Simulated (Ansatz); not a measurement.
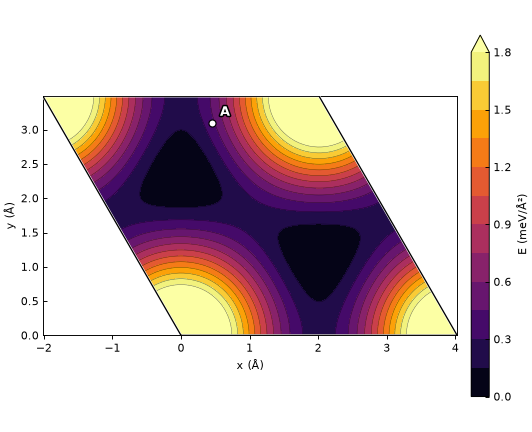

A bilayer of two InSe sheets (8 atoms in the cell). The upper layer of a bilayer is slid over the lower one; relaxed at each slide: nothing; the origin of the map has Se5 above Se4; the distance between the facing planes is held at 3.71 Å. Places are given modulo a cell vector. The map is drawn in real space over the plane of the slide. The grid has 9 × 9 points; 12 points were computed and 69 follow by symmetry. Energies: meV/Å², counted from the lowest grid point. At a held distance the lowest stacking need not be the one that binds best once the distance relaxes. Level of theory: DFT PBE+D3(BJ), scalar-relativistic, plane waves, PAW in Ansatz. Settings: cutoff 420 eV, k-mesh 9×9×1, gaussian smearing 0.05 eV, no spin polarisation.

Drawn: filled contours, the outline of one cell of the plane, one colour for all values above the top of the scale, the point A. Between grid points the surface is interpolated.

### Is A at rest? If not, where is it pushed?

A, at (5/9, 8/9) of the cell vectors, is not a stationary point. The computed force is 0.015 eV/Å in the plane, pointing left in the picture (components −0.014 and −0.005 eV/Å, for the cell of 14.04 Å², or 1 meV/Å² for each Å).

PAW datasets: the set soft_1.
